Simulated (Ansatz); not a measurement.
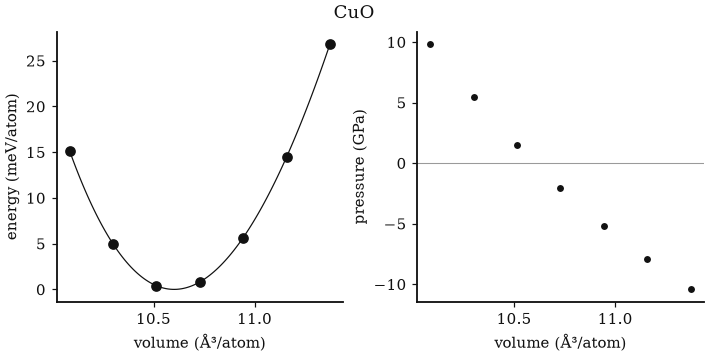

Caption: Energy and pressure against volume for CuO, space group C2/c (No. 15).

A third-order Birch–Murnaghan fit gives V0 = 10.60 Å³/atom, B0 = 175 GPa and B′ = 4.7. The energy is 15.13 meV/atom at volume 10.09 Å³/atom and 26.81 meV/atom at 11.37 Å³/atom; the lowest computed point is at volume 10.51 Å³/atom (0.40 meV/atom), in a single well. The pressure falls from 9.84 GPa at volume 10.09 Å³/atom to −10.43 GPa at 11.37 Å³/atom, and changes sign near 10.60 Å³/atom.

How it was computed, with Ansatz 0.2.0: all-electron LAPW DFT, no spin polarisation; energies at scaled volumes of the given cell, shape and fractions fixed, counted from the fit's minimum, third-order Birch-Murnaghan fit. Level: PBEsol.

```csv
setting,value
k mesh,9×9×5
occupations,Fermi–Dirac
smearing width,0.05 eV
potentials,"all electron LAPW, scalar relativistic"
program settings,basis error eV/atom 0.001
```

Starting cell:
```
CELL_PARAMETERS angstrom
2.87950 0.00000 0.00000
0.03907 2.87928 0.00000
0.01750 0.01724 5.17634
ATOMIC_POSITIONS crystal
Cu 0.00000 0.50000 0.00000
Cu 0.50000 0.00000 0.50000
O 0.99842 0.00167 0.74989
O 0.00158 0.99833 0.25011
```

Note: shape and atomic fractions are frozen while scaling, which makes layered, chain and framework solids too stiff.
